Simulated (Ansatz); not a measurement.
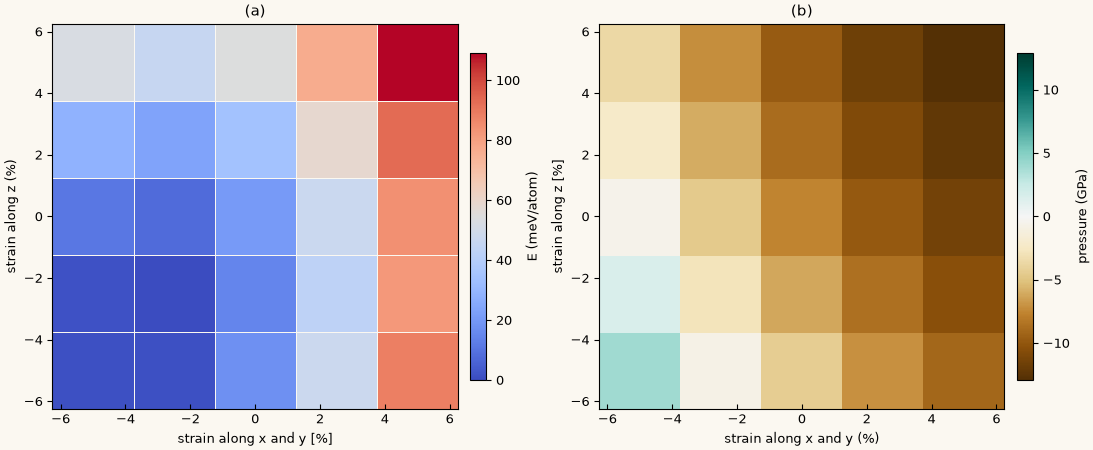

LiF (Pm-3m, No. 221; 2 atoms in the cell). The cell is strained homogeneously, by one strain along x and y and another along z, with fractional coordinates fixed (x, y and z along the cube axes). The first coordinate is: strain along x and y; the second: strain along z. Grid: 5 × 5 points. Points are written as (first, second). All energies are given in meV/atom relative to the lowest grid point. The reference cell is the one listed in the database, not relaxed at this level. Method: Ansatz, DFT LDA, scalar-relativistic, plane waves, PAW. Settings: cutoff 420 eV, k-mesh 10×10×10, gaussian smearing 0.05 eV, no spin polarisation.

Panel (a) is the energy and panel (b) the computed pressure on the same grid.

The picture shows one coloured cell a grid point.

How does the pressure vary over the map, and what is it at the lowest grid point?

Answer. It runs from −12.9 GPa at (5.0 %, 5.0 %) to 4.0 GPa at (−5.0 %, −5.0 %). At the lowest grid point, (−2.5 %, −2.5 %), it is −2.9 GPa.
